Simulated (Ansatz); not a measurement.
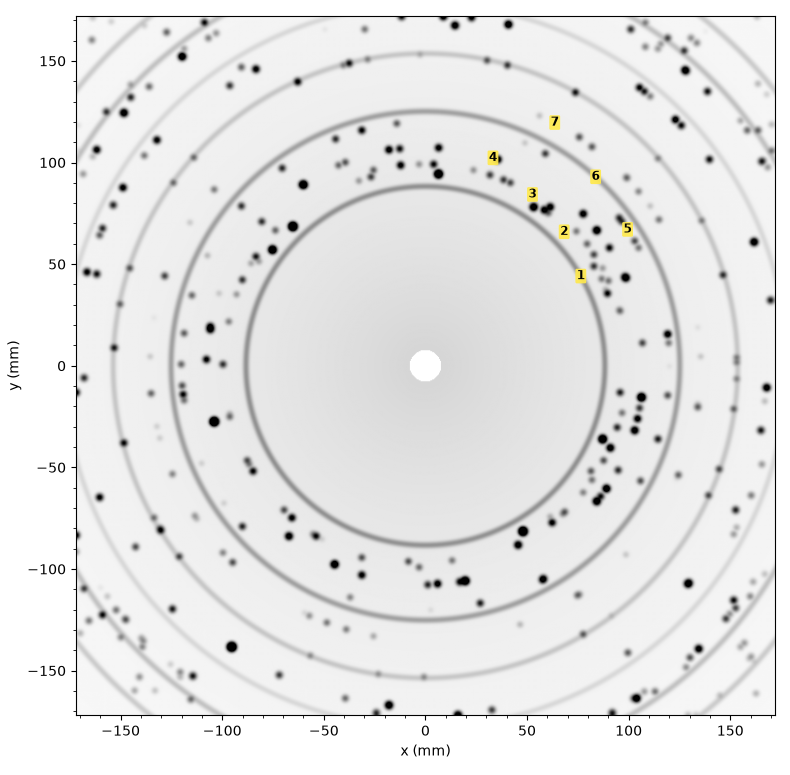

Simulated X-ray powder rings on a flat area detector normal to the beam: λ = 0.2066 Å, sample-to-detector distance 1110 mm, axes in mm from the beam centre, for a mixture of two phases, one of them coarse-grained. Kinematic intensities with B = 0.8 Å² for all atoms, without absorption; brightness goes as intensity to the power 0.5, clipped at the top. Reflections closer than the ring width show as one ring.

Phase I: Mo (P6_3/mmc), a = 2.752 Å, b = 2.752 Å, c = 9.722 Å, α = 90.00°, β = 90.00°, γ = 120.00°; the geometry relaxed with DFT, r2SCAN, plane waves (500 eV) with PAW, scalar-relativistic (Ansatz 0.2.0); the starting structure was generated, so it need not be a known form of this composition.
Phase II: Mo (Pm-3m), a = 2.604 Å, b = 2.604 Å, c = 2.604 Å, α = 90.00°, β = 90.00°, γ = 90.00°; the end point of a relaxation with DFT, PBE, plane waves (420 eV) with PAW, scalar-relativistic (Ansatz); the starting structure was generated, so it need not be a known form of this composition.
Volume fractions 0.7 and 0.3.

**Assign each numbered ring to its phase and index it.**

```json
{"ring": "1", "radius": "88.3 mm", "d (Å)": "2.60", "phase": "II", "hkl": "100"}
{"ring": "2", "radius": "94.9 mm", "d (Å)": "2.43 + 2.38", "phase": "I", "hkl": "004 + 100"}
{"ring": "3", "radius": "99.4 mm", "d (Å)": "2.31", "phase": "I", "hkl": "101"}
{"ring": "4", "radius": "107.6 mm", "d (Å)": "2.14", "phase": "I", "hkl": "102"}
{"ring": "5", "radius": "120.0 mm", "d (Å)": "1.920", "phase": "I", "hkl": "103"}
{"ring": "6", "radius": "125.1 mm", "d (Å)": "1.841", "phase": "II", "hkl": "110"}
{"ring": "7", "radius": "135.5 mm", "d (Å)": "1.702", "phase": "I", "hkl": "104"}
```

**Which phase is the coarse-grained one?**

Phase I (Mo, P6_3/mmc): its rings are broken into spots, those of phase II are continuous.
